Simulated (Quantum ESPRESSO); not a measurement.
## MoP: band-structure run (part 2 of 3)

Continued. System: MoP (2 atoms in the cell). Method: Kohn-Sham DFT of a periodic cell, PBE, spin-orbit coupling, PseudoDojo 0.4 FR PBE standard, no spin polarisation (Quantum ESPRESSO 7.5); cutoff 1088.45 eV, 10×10×8 k-mesh, fermi-dirac of 0.05 eV. The structure derives from an entry of the Crystallography Open Database.

Geometry of the input (Å; fractional positions):
```
3.2230  0.0000  0.0000
-1.6115  2.7912  0.0000
0.0000  0.0000  3.1910
Mo 0.0000  0.0000  0.0000
P  0.3333  0.6667  0.5000
```

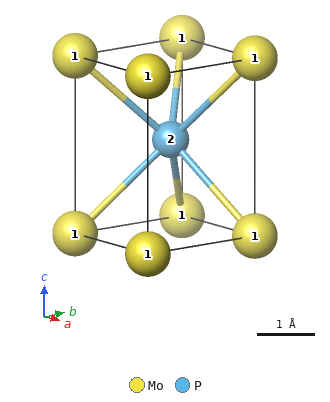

**Figure 1.** The structure (ball-and-stick view of the cell of the calculation, seen slightly off an axis; atoms are numbered from 1 in the order of the input). An atom can appear more than once, as a periodic image.

What the program printed, continued
```
     total energy              =    -154.49673868 Ry
     estimated scf accuracy    <       0.00000046 Ry

     iteration #  7     ecut=    80.00 Ry     beta= 0.50
     Davidson diagonalization with overlap
     ethr =  2.43E-09,  avg # of iterations =  2.5

     total energy              =    -154.49673879 Ry
     estimated scf accuracy    <          3.8E-09 Ry

     iteration #  8     ecut=    80.00 Ry     beta= 0.50
     Davidson diagonalization with overlap
     ethr =  2.00E-11,  avg # of iterations =  3.9

     End of self-consistent calculation

          k = 0.0000 0.0000 0.0000 (  2375 PWs)   bands (ev):

   -43.7741 -43.7741 -19.5137 -19.5137 -17.0822 -17.0822 -16.9363 -16.9363
     3.4698   3.4698  13.2202  13.2202  14.0657  14.0657  14.1351  14.1351
    16.6911  16.6911  17.6297  17.6297  17.7278  17.7278  21.5210  21.5210
    21.5496  21.5496  22.9686  22.9686  26.3276  26.3527  26.3853  26.3867

          k = 0.0000 0.0000 0.1658 (  2333 PWs)   bands (ev):

   -43.7711 -43.7711 -19.5258 -19.5258 -17.1109 -17.1109 -16.9322 -16.9322
     3.7213   3.7213  12.8876  12.8876  14.1691  14.1975  14.2507  14.2507
    16.6216  16.6216  17.0751  17.0751  17.1030  17.1827  21.8785  21.9039
    21.9039  21.9700  23.1797  23.1797  26.1571  26.1571  26.2284  26.2467

          k = 0.0000 0.0000 0.3317 (  2351 PWs)   bands (ev):

   -43.7639 -43.7639 -19.5564 -19.5564 -17.1775 -17.1775 -16.9221 -16.9221
     4.4183   4.4183  11.7619  11.7619  14.4453  14.5162  14.5302  14.5302
    16.1438  16.1745  16.1745  16.2696  17.0982  17.0982  21.6310  21.6619
    21.6619  21.7206  23.7257  23.7257  27.1199  27.1199  27.2607  27.2615

          k = 0.0000 0.0000 0.4975 (  2327 PWs)   bands (ev):

   -43.7567 -43.7567 -19.5887 -19.5887 -17.2404 -17.2404 -16.9121 -16.9121
     5.3538   5.3538  10.3252  10.3252  14.6691  14.6900  14.6900  14.7663
    15.6195  15.7548  15.7715  15.7715  18.1212  18.1212  20.7620  20.7620
    20.7767  20.8286  24.5109  24.5109  27.5753  27.5753  29.3674  29.3677

          k = 0.0000 0.0000-0.6633 (  2334 PWs)   bands (ev):

   -43.7537 -43.7537 -19.6027 -19.6027 -17.2653 -17.2653 -16.9079 -16.9079
     5.9108   5.9108   9.5674   9.5674  14.6442  14.6442  14.7107  14.7107
    15.6600  15.6600  15.8032  15.8032  18.7344  18.7344  20.3157  20.3157
    20.3737  20.3737  25.3039  25.3039  26.0968  26.0968  30.5603  30.5603

          k = 0.0000 0.1517 0.0000 (  2353 PWs)   bands (ev):

   -43.7710 -43.7710 -19.5232 -19.5232 -17.0879 -17.0879 -16.9581 -16.9581
     3.6528   3.6528  13.1032  13.1032  13.9583  13.9583  14.2616  14.2616
    15.8391  15.8391  17.6037  17.6037  18.6718  18.6718  20.7975  20.7975
    21.1895  21.1895  23.5939  23.5939  25.8606  25.8606  26.9449  26.9449

          k = 0.0000 0.1517 0.1658 (  2345 PWs)   bands (ev):

   -43.7680 -43.7680 -19.5349 -19.5348 -17.1164 -17.1162 -16.9538 -16.9538
     3.8936   3.8946  12.9111  12.9150  13.8914  13.9093  14.3446  14.3590
    15.6613  15.6903  17.0127  17.0520  18.1851  18.2004  21.2997  21.3468
    21.6669  21.7092  23.8365  23.8458  25.7850  25.7882  26.6891  26.6942

          k = 0.0000 0.1517 0.3317 (  2345 PWs)   bands (ev):

   -43.7608 -43.7608 -19.5644 -19.5643 -17.1824 -17.1822 -16.9434 -16.9434
     4.5575   4.5591  11.8515  11.8550  14.0694  14.1037  14.5179  14.5527
    15.6286  15.6890  16.1716  16.2280  17.7725  17.7737  21.3320  21.3689
    21.7751  21.8198  24.4870  24.4926  26.3391  26.3400  27.3221  27.3222

          k = 0.0000 0.1517 0.4975 (  2335 PWs)   bands (ev):

   -43.7536 -43.7536 -19.5957 -19.5956 -17.2448 -17.2446 -16.9329 -16.9329
     5.4322   5.4339  10.4709  10.4732  14.3594  14.3915  14.5171  14.5586
    15.5069  15.5843  15.8904  15.9241  18.3007  18.3148  20.5407  20.5499
    21.1186  21.1453  25.2170  25.2180  27.6983  27.7138  28.3845  28.4030

          k = 0.0000 0.1517-0.6633 (  2342 PWs)   bands (ev):

   -43.7507 -43.7507 -19.6091 -19.6091 -17.2695 -17.2695 -16.9286 -16.9286
     5.9364   5.9364   9.7723   9.7723  14.4206  14.4206  14.4813  14.4813
    15.5274  15.5274  15.9532  15.9532  18.8183  18.8183  20.0916  20.0916
    20.7597  20.7597  25.9191  25.9191  26.5010  26.5010  29.5059  29.5060

          k = 0.0000 0.3033 0.0000 (  2349 PWs)   bands (ev):

   -43.7628 -43.7628 -19.5485 -19.5485 -17.1096 -17.1096 -17.0065 -17.0065
     4.1714   4.1714  12.4201  12.4201  14.0266  14.0266  14.6939  14.6939
    14.8481  14.8481  17.4191  17.4191  19.5874  19.5874  20.0210  20.0210
    20.4879  20.4879  24.4437  24.4437  26.3199  26.3199  28.2451  28.2460

          k = 0.0000 0.3033 0.1658 (  2343 PWs)   bands (ev):

   -43.7599 -43.7599 -19.5593 -19.5589 -17.1357 -17.1348 -17.0040 -17.0038
     4.3798   4.3839  12.5049  12.5196  13.5464  13.5672  14.6582  14.6824
    14.8456  14.8949  16.9108  16.9544  19.2543  19.2644  20.4327  20.4659
    21.1369  21.1737  24.5792  24.6119  26.2881  26.2964  27.8714  27.9357

          k = 0.0000 0.3033 0.3317 (  2349 PWs)   bands (ev):

   -43.7528 -43.7528 -19.5862 -19.5856 -17.1981 -17.1969 -16.9949 -16.9947
     4.9435   4.9502  11.9660  11.9751  13.2229  13.2575  14.4556  14.4860
    15.1204  15.1836  16.4237  16.4706  18.5168  18.5533  21.0038  21.0086
    21.9221  21.9637  24.9139  24.9387  26.2569  26.2572  27.8207  27.8232

          k = 0.0000 0.3033 0.4975 (  2347 PWs)   bands (ev):

   -43.7457 -43.7457 -19.6147 -19.6142 -17.2580 -17.2572 -16.9843 -16.9842
     5.6435   5.6497  10.8274  10.8328  13.6160  13.6523  14.0966  14.1134
    15.2318  15.2926  16.4465  16.4716  18.5538  18.6103  20.3955  20.4331
    21.9121  21.9374  25.9313  25.9582  26.8643  26.9089  28.6772  28.6896

          k = 0.0000 0.3033-0.6633 (  2350 PWs)   bands (ev):

   -43.7428 -43.7428 -19.6268 -19.6268 -17.2817 -17.2817 -16.9797 -16.9797
     6.0124   6.0124  10.2997  10.2997  13.8330  13.8330  13.9383  13.9383
    15.2168  15.2168  16.5467  16.5467  18.9975  18.9975  19.8645  19.8645
    21.7545  21.7545  26.4974  26.4974  26.9307  26.9307  28.9677  28.9677

          k = 0.0000 0.4550 0.0000 (  2351 PWs)   bands (ev):

   -43.7527 -43.7527 -19.5811 -19.5811 -17.1570 -17.1570 -17.0426 -17.0426
     4.9291   4.9291  11.4494  11.4494  14.0581  14.0581  14.0961  14.0961
    15.3062  15.3062  17.2041  17.2041  19.0017  19.0017  19.8073  19.8073
    21.1682  21.1682  24.3138  24.3138  27.2745  27.2745  28.8162  28.8252

          k = 0.0000 0.4550 0.1658 (  2353 PWs)   bands (ev):

   -43.7498 -43.7498 -19.5908 -19.5900 -17.1750 -17.1731 -17.0477 -17.0471
     5.0832   5.0929  11.5302  11.5479  13.3416  13.3716  14.5583  14.5995
    14.9620  14.9769  17.0633  17.1116  19.2317  19.2867  20.4930  20.5122
    20.6821  20.6898  24.8234  24.8508  26.4697  26.5854  28.3300  28.3698

          k = 0.0000 0.4550 0.3317 (  2341 PWs)   bands (ev):

   -43.7429 -43.7429 -19.6145 -19.6133 -17.2255 -17.2230 -17.0477 -17.0470
     5.4834   5.4985  11.5195  11.5219  12.7895  12.8523  14.2307  14.2493
    15.0037  15.0727  17.1240  17.1617  18.7412  18.8203  21.0250  21.0716
    21.7346  21.7757  24.1272  24.1516  26.9191  27.0073  28.7263  29.1198

          k = 0.0000 0.4550 0.4975 (  2331 PWs)   bands (ev):

   -43.7359 -43.7359 -19.6395 -19.6387 -17.2792 -17.2775 -17.0402 -17.0398
     5.9249   5.9367  11.0958  11.1025  12.8818  12.9469  13.6445  13.6526
    15.2312  15.2947  17.3298  17.3487  18.6328  18.7170  20.7591  20.8413
    22.6171  22.6448  24.2424  24.2536  26.7459  26.7933  28.1568  28.1572

          k = 0.0000 0.4550-0.6633 (  2340 PWs)   bands (ev):

   -43.7330 -43.7330 -19.6500 -19.6500 -17.3008 -17.3008 -17.0361 -17.0361
     6.1285   6.1285  10.8743  10.8743  13.0275  13.0275  13.4318  13.4318
    15.2537  15.2537  17.4414  17.4414  19.1731  19.1731  20.0731  20.0731
    22.8859  22.8859  25.3501  25.3501  25.5018  25.5018  28.0593  28.0593

          k = 0.0000 0.6067 0.0000 (  2345 PWs)   bands (ev):

   -43.7445 -43.7445 -19.6086 -19.6086 -17.2075 -17.2075 -17.0573 -17.0573
     5.7176   5.7176  10.5605  10.5605  13.6189  13.6189  13.8253  13.8253
    15.8785  15.8785  17.0395  17.0395  19.2726  19.2726  19.3936  19.3936
    21.8493  21.8493  23.8690  23.8690  26.2915  26.2915  28.9233  28.9233

          k = 0.0000 0.6067 0.1658 (  2349 PWs)   bands (ev):

   -43.7416 -43.7416 -19.6174 -19.6162 -17.2191 -17.2167 -17.0679 -17.0673
     5.8038   5.8220  10.6161  10.6384  13.0473  13.0809  14.4975  14.5334
    15.0491  15.0631  17.5791  17.6360  19.2828  19.3548  19.8316  19.8710
    21.1076  21.1339  24.8326  24.9062  25.6407  25.6878  28.7593  28.7903

          k = 0.0000 0.6067 0.3317 (  2339 PWs)   bands (ev):

   -43.7348 -43.7348 -19.6385 -19.6368 -17.2563 -17.2527 -17.0793 -17.0782
     6.0085   6.0337  10.7671  10.7717  12.6947  12.7737  14.0140  14.0259
    15.2361  15.3021  18.0367  18.0750  18.7549  18.8518  20.9866  21.0805
    21.1942  21.2465  23.9514  23.9805  26.2032  26.2801  28.9910  29.0356

          k = 0.0000 0.6067 0.4975 (  2341 PWs)   bands (ev):

   -43.7279 -43.7279 -19.6608 -19.6596 -17.3017 -17.2993 -17.0777 -17.0770
     6.1814   6.1982  10.9812  11.0123  12.4900  12.5899  13.3262  13.3312
    15.7205  15.7813  18.2889  18.3043  18.6863  18.7749  21.0982  21.2261
    22.7676  22.8020  23.0429  23.0613  25.3073  25.3228  27.4849  27.4931

          k = 0.0000 0.6067-0.6633 (  2342 PWs)   bands (ev):

   -43.7251 -43.7251 -19.6700 -19.6700 -17.3206 -17.3206 -17.0748 -17.0748
     6.2455   6.2455  11.1906  11.1906  12.3651  12.3651  13.0886  13.0886
    15.8635  15.8635  18.3836  18.3836  19.2603  19.2603  20.5992  20.5992
    23.3846  23.3846  23.7521  23.7521  24.2084  24.2084  26.4154  26.4154

          k = 0.0000-0.7584 0.0000 (  2344 PWs)   bands (ev):

   -43.7413 -43.7413 -19.6193 -19.6193 -17.2279 -17.2279 -17.0611 -17.0611
     6.1023   6.1023  10.1505  10.1505  13.4612  13.4612  13.6683  13.6683
    16.1274  16.1274  16.9784  16.9784  19.1181  19.1181  19.7741  19.7741
    22.0523  22.0523  23.5264  23.5264  25.7693  25.7693  29.1260  29.1260

          k = 0.0000-0.7584 0.1658 (  2344 PWs)   bands (ev):

   -43.7385 -43.7385 -19.6277 -19.6264 -17.2377 -17.2352 -17.0732 -17.0726
     6.1489   6.1728  10.2065  10.2333  12.9256  12.9615  14.4495  14.4837
    15.0498  15.0628  17.9635  18.0394  19.3821  19.4678  19.4986  19.5569
    21.3496  21.3922  24.1101  24.2043  25.9454  25.9455  28.5990  28.6026

          k = 0.0000-0.7584 0.3317 (  2340 PWs)   bands (ev):

   -43.7317 -43.7317 -19.6480 -19.6461 -17.2701 -17.2662 -17.0887 -17.0875
     6.2459   6.2767  10.4309  10.4387  12.6532  12.7361  13.9301  13.9402
    15.3964  15.4576  18.5657  18.5942  18.7923  18.8737  20.7830  20.8208
    20.9693  21.0571  23.8518  23.8881  25.9911  26.0376  28.6930  28.7149

          k = 0.0000-0.7584 0.4975 (  2342 PWs)   bands (ev):

   -43.7249 -43.7249 -19.6692 -19.6679 -17.3118 -17.3090 -17.0900 -17.0892
     6.2902   6.3090  10.8462  10.8838  12.3888  12.4969  13.2136  13.2179
    16.1121  16.1676  18.6888  18.7694  18.8160  18.8212  20.9121  21.0466
    22.6365  22.6687  23.0559  23.0572  24.4275  24.4389  27.2615  27.2712

          k = 0.0000-0.7584-0.6633 (  2332 PWs)   bands (ev):

   -43.7221 -43.7221 -19.6779 -19.6779 -17.3294 -17.3294 -17.0878 -17.0878
     6.2973   6.2973  11.2631  11.2631  12.1112  12.1112  12.9686  12.9686
    16.3581  16.3581  18.8381  18.8381  19.2417  19.2417  20.9587  20.9587
    22.4701  22.4701  23.5925  23.5925  24.0748  24.0748  25.7134  25.7134

          k = 0.1314 0.2275 0.0000 (  2337 PWs)   bands (ev):

   -43.7653 -43.7653 -19.5414 -19.5397 -17.1014 -17.1003 -16.9957 -16.9921
     4.0021   4.0059  12.6588  12.6751  13.9941  14.0019  14.5168  14.5336
    15.0963  15.1056  17.4260  17.4509  19.6914  19.7100  19.8802  19.9571
    20.5521  20.6544  24.6043  24.6335  25.6926  25.7178  27.8076  27.8595

          k = 0.1314 0.2275 0.1658 (  2348 PWs)   bands (ev):

   -43.7624 -43.7624 -19.5523 -19.5507 -17.1286 -17.1273 -16.9920 -16.9884
     4.2225   4.2271  12.7262  12.7431  13.6050  13.6273  14.3987  14.4617
    15.1257  15.2094  16.8484  16.9134  19.1009  19.1264  20.5609  20.6527
    21.2008  21.3081  24.7688  24.8116  25.7412  25.7523  27.2833  27.3386

          k = 0.1314 0.2275 0.3317 (  2349 PWs)   bands (ev):

   -43.7553 -43.7553 -19.5799 -19.5784 -17.1927 -17.1913 -16.9817 -16.9784
     4.8200   4.8257  11.9808  11.9910  13.4382  13.4742  14.3733  14.4311
    15.3315  15.4556  16.1958  16.3009  18.4479  18.4663  20.9416  21.0028
    21.8856  21.9691  25.4645  25.5242  25.7676  25.7797  27.2199  27.3148

          k = 0.1314 0.2275 0.4975 (  2344 PWs)   bands (ev):

   -43.7482 -43.7482 -19.6091 -19.6079 -17.2537 -17.2525 -16.9707 -16.9677
     5.5774   5.5823  10.7291  10.7366  13.7936  13.8293  14.2223  14.2680
    15.2971  15.3774  16.2475  16.2980  18.5670  18.5942  20.2939  20.3238
    21.7100  21.7595  26.1490  26.1759  27.1703  27.1869  27.6470  27.7110

          k = 0.1314 0.2275-0.6633 (  2360 PWs)   bands (ev):

   -43.7452 -43.7452 -19.6218 -19.6206 -17.2781 -17.2769 -16.9661 -16.9632
     5.9880   5.9885  10.1391  10.1448  13.8571  13.8826  14.2326  14.2649
    15.2572  15.2757  16.3596  16.3828  18.9442  18.9477  19.8574  19.8869
    21.4517  21.4819  26.5640  26.5703  26.9875  26.9911  28.7712  28.7947

          k = 0.1314 0.3792 0.0000 (  2338 PWs)   bands (ev):

   -43.7562 -43.7562 -19.5718 -19.5672 -17.1336 -17.1336 -17.0413 -17.0347
     4.6405   4.6520  11.8483  11.8667  14.0619  14.0971  14.3472  14.3600
    15.0036  15.0053  17.1430  17.1743  19.0036  19.0731  19.9286  20.0258
    20.9359  20.9635  24.9890  25.0256  26.5464  26.5923  28.4576  28.4632

          k = 0.1314 0.3792 0.1658 (  2346 PWs)   bands (ev):

   -43.7533 -43.7533 -19.5814 -19.5770 -17.1555 -17.1538 -17.0429 -17.0353
     4.8189   4.8317  11.9903  12.0144  13.4436  13.4686  14.2087  14.2671
    15.1622  15.2570  16.7619  16.8474  19.4865  19.5503  20.2380  20.2651
    20.8442  20.9226  25.1542  25.1842  26.7155  26.7723  27.6941  27.7410

          k = 0.1314 0.3792 0.3317 (  2346 PWs)   bands (ev):

   -43.7463 -43.7463 -19.6059 -19.6019 -17.2127 -17.2098 -17.0377 -17.0297
     5.2848   5.2987  11.9441  11.9603  12.7101  12.7510  14.0664  14.1134
    15.1636  15.2655  16.7265  16.8100  19.0152  19.0664  20.6611  20.7425
    21.8019  21.9079  24.7869  24.8260  27.1687  27.2280  27.5126  27.5903

          k = 0.1314 0.3792 0.4975 (  2346 PWs)   bands (ev):

   -43.7393 -43.7393 -19.6319 -19.6285 -17.2701 -17.2672 -17.0278 -17.0202
     5.8270   5.8373  11.0922  11.1073  12.9540  12.9836  13.8439  13.8789
    15.1524  15.2257  17.0221  17.0708  18.8115  18.8729  20.3250  20.3839
    22.4449  22.5092  25.2202  25.2664  26.9660  27.0725  27.9577  27.9973

          k = 0.1314 0.3792-0.6633 (  2344 PWs)   bands (ev):

   -43.7364 -43.7364 -19.6432 -19.6401 -17.2933 -17.2906 -17.0232 -17.0159
     6.0911   6.0923  10.7039  10.7209  12.9912  13.0046  13.9134  13.9378
    15.0817  15.1031  17.1626  17.1975  19.1103  19.1169  19.8801  19.9118
    22.5101  22.5454  26.1058  26.1212  26.3498  26.3954  27.7632  27.9305

          k = 0.1314 0.5308 0.0000 (  2346 PWs)   bands (ev):

   -43.7470 -43.7470 -19.6031 -19.5957 -17.1858 -17.1801 -17.0655 -17.0606
     5.4262   5.4500  10.9890  10.9954  13.7925  13.8138  13.8140  13.8501
    15.6405  15.6575  16.8754  16.9082  18.7147  18.7540  19.6085  19.6858
    21.9297  21.9609  24.4600  24.5004  27.0933  27.1161  28.6536  28.6604
```
